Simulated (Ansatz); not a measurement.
Single-point calculation, with input and output: TaN

- system: TaN (Fm-3m, 2 atoms in the cell)
- method: DFT r2SCAN, scalar-relativistic, plane waves, PAW, no spin polarisation (Ansatz 0.2.0)

The structure derives from an entry of the Crystallography Open Database. Figures and captions count atoms from 1; the log counts them from 0 in places.

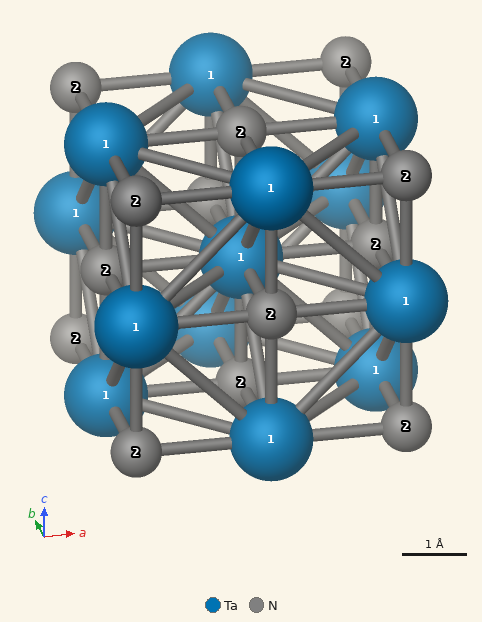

*The structure (ball-and-stick view of the cell 4 times as large as that of the calculation, set on its symmetry axes, seen at an oblique angle; atoms are numbered from 1 in the order of the input). An atom can appear more than once, as a periodic image.*

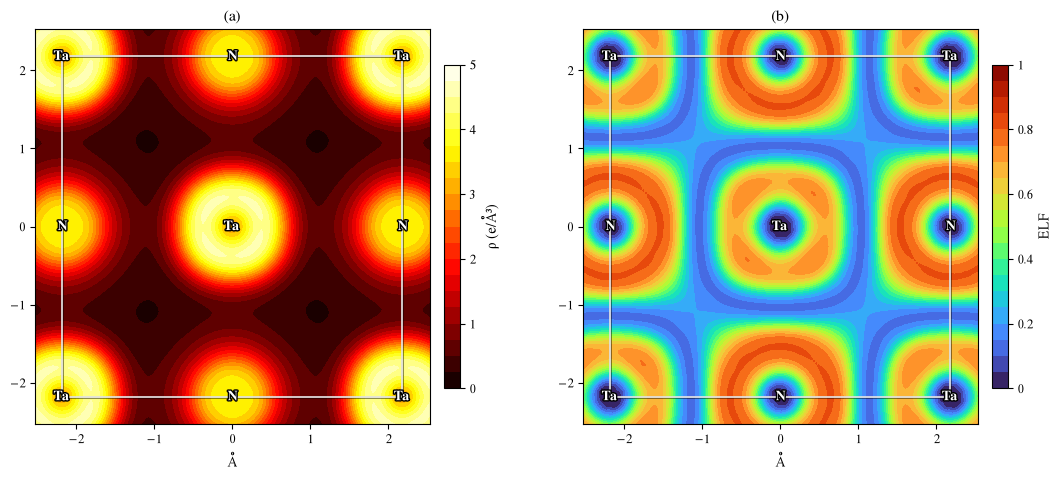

*(a) valence pseudo-density; (b) electron localisation function on the (100) plane of the conventional cell.*

Ta–N (2.18 Å): ρ is about 0.55 e/Å³ halfway; the ELF is about 0.15 at the midpoint; no shared pair; the contact is polar. Ta–Ta (3.08 Å): ρ is about 0.24 e/Å³ halfway; the ELF is about 0.20 at the midpoint (no shared electron pair). Away from the nuclei the density in this plane falls to 0.24 e/Å³ at its lowest. The strong features right at Ta lie inside the PAW spheres (semicore, d or f shells) and say nothing about bonding. Core electrons are frozen (PAW), so the fields are smoothed inside the atomic spheres.

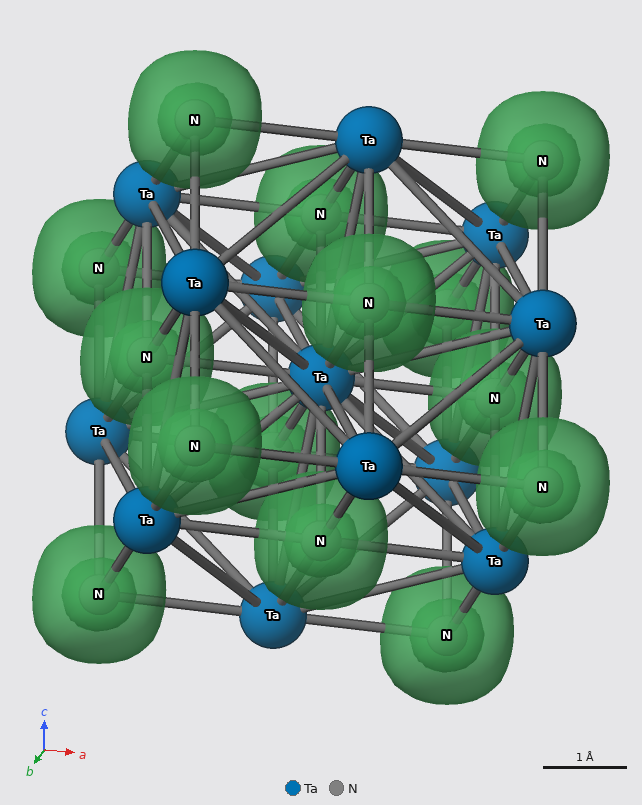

*Isosurface of the electron localisation function at 0.7 (green), seen at an oblique angle. Only the valence region is drawn (cores and ρ < 0.01 e/Å³ removed). Sticks mark near contacts. The outline is the cell set on symmetry axes.*

Along the contacts the grid gives the following. Ta–N (2.18 Å): the ELF is about 0.15 at the midpoint; a polar contact without a shared pair, in a metal. Ta–Ta (3.08 Å): the ELF is about 0.20 at the midpoint; no shared electron pair.

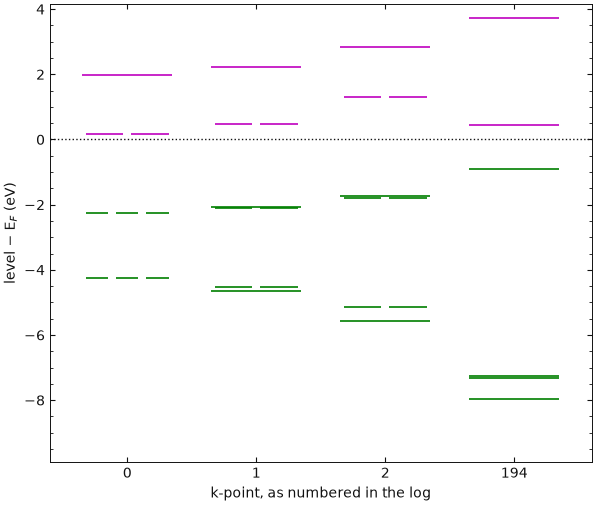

*Kohn–Sham levels near the Fermi level (dotted) at the few k-points that the log prints; levels within 0.02 eV of each other stand side by side.*

The system is metallic on the full mesh.

The input that produced these results follows, with the program's output.

## The input
```yaml
crystal:
  lattice:
    - [0.0, 2.179, 2.179]
    - [2.179, 0.0, 2.179]
    - [2.179, 2.179, 0.0]
  atoms:
    - { symbol: Ta, position: [0.5, 0.5, 0.5] }
    - { symbol: "N", position: [0.0, 0.0, 0.0] }
basis:
  ecutwfc: 500
kpoints:
  mp_grid: { grid: [18, 18, 18] }
hamiltonian:
  xc: r2scan
scf:
  occupations: { method: gaussian, width: 0.15 }
output:
  forces: true
  stress: true
  eigenvalues: true
  write_density: true
  write_potential: true
  elf: true
  volumetric_format: npy
```

Launched with:
```bash
ansatz run input.yaml --threads 1 --pin off --max-ram 2560MiB --backend cpu --events-out ev --progress --plain --runs-dir out
```

## What the program printed
```
Engine: ansatz 0.2.0, x86_64-unknown-linux-gnu
Pseudopotentials: kind: paw
Pseudopotential: Ta, paw, valence charge 13, recommended cutoff 500 eV (meta_gga), Ta.paw.azcp
Pseudopotential: N, paw, valence charge 5, recommended cutoff 500 eV (meta_gga), N.paw.azcp
Functional definition: r2SCAN
  parameter k0 = 0.174
  parameter k1 = 0.065
  parameter a1 = 4.9479
  exchange = r2scan_x(k0 = k0, k1 = k1, a1 = a1)
  correlation = r2scan_c
Crystal: 2 atoms, lattice volume = 20.692 Å³
Basis set: ecut = 500 eV, 531 PW (Γ), exchange–correlation on 96×96×96 points (64 copies of the dense FFT grid, shifted against one another)
Bands: 13, of which v1, the nominal top of the filled ones, is band 9 counted from 1 (8 counted from 0)
Symmetry: 48 space group operations
Space group: Fm-3m (ITA 225), of the structure as read, at distance tolerance 2.7e-5 Å
k-points: 195 of 5832
Non-local potential: Ta, projectors of the file, l = 0: 3, l = 1: 2, l = 2: 2, l = 3: 1
Non-local potential: N, projectors of the file, l = 0: 2, l = 1: 2, l = 2: 1
PAW form: soft (Blöchl's): semilocal exchange-correlation on the pseudo side does not see the compensation charge
PAW frozen core: Ta, regenerated for the run's functional (the file was generated under x = pbe(κ = 0.804, μ = 0.2195149727645171), c = pbe(β = 0.06672455060314922))
PAW frozen core: N, regenerated for the run's functional (the file was generated under x = pbe(κ = 0.804, μ = 0.2195149727645171), c = pbe(β = 0.06672455060314922))
PAW one-centre angular grid: Ta, 590 points (default); XC on 160 Gauss nodes
PAW one-centre angular grid: N, 302 points (default); XC on 160 Gauss nodes
Initial density: superposition of atomic densities (neutral atoms: chi_scale 0, normalization atom), corrected by the library's trained network
Initial wavefunctions: pseudopotential atomic-orbital guess
Functional: x = r2scan, c = r2scan; τ floored in thin density (d = 2e-4 eV/Å³)
SCF iter   1: F=—  HF=-10330.966855 eV  |F-HF|=—  |Δ(HF+E_count)|=         —  Δρ=7.31e-3  dr2=3.41e-3  dr2_τ=1.44e-1  ethr=1.77e-3  ⟨swp⟩=5.5  Hψ=31677  notcnv=0  defer=33
automatic band count: the SCF goes on with 17 bands, as 13 were too few: the levels above may hold too much charge
preconditioner: auto → none  [metal: Δε(μ)=0.033 eV  Ē_g=16.780 eV  σ=0.150 eV  W_gap=0.12  n_scr=8 (ndim 8)  ℏωp=25.8 eV  f_vac=0.000  D(μ)=0.81/eV (n_scr^D=8)  sad-step TF]
SCF iter   2: F=—  HF=-10331.043041 eV  |F-HF|=—  |Δ(HF+E_count)|=   7.62e-2  Δρ=6.25e-3  dr2=5.18e-3  dr2_τ=3.21e-4  ethr=1.89e-5  ⟨swp⟩=2.0  Hψ=7557  notcnv=0  defer=471
SCF iter   3: F=—  HF=-10331.043297 eV  |F-HF|=—  |Δ(HF+E_count)|=   2.56e-4  Δρ=3.74e-3  dr2=9.13e-4  dr2_τ=1.85e-4  ethr=1.89e-5  ⟨swp⟩=2.1  Hψ=3621  notcnv=0  defer=471
SCF iter   4: F=—  HF=-10331.043921 eV  |F-HF|=—  |Δ(HF+E_count)|=   6.23e-4  Δρ=1.69e-3  dr2=4.77e-4  dr2_τ=4.82e-5  ethr=5.07e-6  ⟨swp⟩=2.1  Hψ=4042  notcnv=0  defer=471
SCF iter   5: F=—  HF=-10331.043866 eV  |F-HF|=—  |Δ(HF+E_count)|=   5.51e-5  Δρ=1.01e-3  dr2=2.34e-4  dr2_τ=7.85e-6  ethr=2.65e-6  ⟨swp⟩=1.0  Hψ=2830  notcnv=0  defer=471
SCF iter   6: F=—  HF=-10331.043823 eV  |F-HF|=—  |Δ(HF+E_count)|=   4.23e-5  Δρ=3.55e-4  dr2=3.01e-5  dr2_τ=8.36e-7  ethr=1.30e-6  ⟨swp⟩=1.4  Hψ=3059  notcnv=0  defer=471
SCF iter   7: F=—  HF=-10331.043819 eV  |F-HF|=—  |Δ(HF+E_count)|=   4.20e-6  Δρ=8.03e-5  dr2=1.44e-6  dr2_τ=4.43e-8  ethr=1.67e-7  ⟨swp⟩=2.0  Hψ=3465  notcnv=0  defer=471
SCF iter   8: F=-10331.043819 eV  HF=-10331.043819 eV  |F-HF|=3.09e-8  |Δ(HF+E_count)|=   9.45e-8  Δρ=1.63e-5  dr2=5.78e-8  dr2_τ=2.60e-9  ethr=5.56e-10  ⟨swp⟩=11.5  Hψ=21735  notcnv=0
SCF 1 converged in 8 iterations: F = -10331.043819 eV  dr2 = 5.78e-8
  greatest PAW one-centre occupation: 0.998 electrons in one spin orbital (limit 2), on the Ta atom at site 0 (counted from 0), in its partial waves of l = 0
SCF converged after 8 iterations
Free energy (F): -10331.043819 eV
Harris-Foulkes:  -10331.043819 eV  (|F-HF|=3.09e-8)
Internal energy: -10331.034781 eV  (E = F + TS)
E sigma→0 (E₀):  -10331.039300 eV
Entropy (-TS):   -0.009038 eV (-4.519 meV/atom)
Fermi energy:    22.431792 eV
--- Per-component energies (eV) ---
  E_band       = -49.486178
  E_kinetic    = 505.207073
  E_local      = -565.848314  (includes V_loc(G=0)·N_el)
  E_nonlocal   = 60.131418
  E_hartree    = 192.869568
  E_xc         = -266.450627
  E_vxc        = -309.629748  (∫ρ·V_xc dr)
  E_paw        = -8552.637584  (= ΣΔE_a)
  E_vpaw       = -141.084908  (= ΣTr[D̂ρ^β])
  E_aug_tail   = 0.000078  (compensation charges beyond the density's cutoff)
  E_vtau       = 15.997264  (kinetic-family band-sum trace: ∫τ·v_τ [+ j·A + Jᵃ·Aᵃ] dr)
  E_ewald      = -1703.520548
  E_core_change = -0.785845  (= ΣΔE_core)
  E_smearing   = -0.009038  (= −TS)
  E_closure    = 0.000000  (closes the sum)
  Σ components = -10331.043819   (vs F -10331.043819, Δ=0.00e0)
--- Forces (eV/Å), atoms counted from 1 ---
  atom   1  Ta     0.00000000    -0.00000000    -0.00000000
  atom   2  N     -0.00000000    -0.00000000    -0.00000000
  max |Σ_I F_I| component: 2.30e-29 eV/Å
--- Stress (GPa, compression-positive) ---
        9.785909      -0.000000       0.000000
       -0.000000       9.785909       0.000000
        0.000000      -0.000000       9.785909
  P = ⅓ Tr σ = 9.7859 GPa (97.859 kbar)
--- Band table (eV; the first three rows and the last of 195) ---
  k-point 0: bands = ["-49.0266", "-14.6059", "-14.6059", "-14.6059", "2.2016", "18.1852", "18.1852", "18.1852", "20.1834", "20.1834", "20.1834", "22.5996", "22.5996", "24.4126", "32.1034", "47.5566", "47.5566"]
  k-point 1: bands = ["-49.0246", "-14.6380", "-14.6086", "-14.6086", "2.2808", "17.7686", "17.9064", "17.9064", "20.3160", "20.3160", "20.3734", "22.9220", "22.9220", "24.6486", "32.3474", "46.4028", "47.0167"]
  k-point 2: bands = ["-49.0186", "-14.7292", "-14.6164", "-14.6164", "2.5114", "16.8605", "17.2845", "17.2845", "20.6368", "20.6368", "20.6960", "23.7441", "23.7441", "25.2759", "33.0358", "44.4415", "45.6769"]
  k-point 194: bands = ["-48.9351", "-15.2208", "-15.1343", "-14.9570", "4.1025", "14.4755", "15.1017", "15.1673", "21.5270", "22.8684", "26.1502", "26.7974", "27.5158", "33.2666", "34.6016", "35.7940", "38.9212"]
```

## Summary

- outcome: converged
- space group (tolerance 0.01 Å): Fm-3m (225)
- electrons treated: 18
- free energy: −10331.0438 eV
- Fermi energy: 22.432 eV
- gap on the k-point mesh: none (metallic)
- pressure: 9.79 GPa
- largest force (length of the vector): under 0.001 eV/Å
- hardware: 1 thread of Intel Xeon @ 2.70GHz, 189 GiB of memory available, shared host
- wall time: 13 s
- peak memory: 0.45 GiB

## Remarks

Spin–orbit coupling is left out, which matters for Ta. The cell is under a pressure of 9.8 GPa at this level, so it is not at its equilibrium volume.
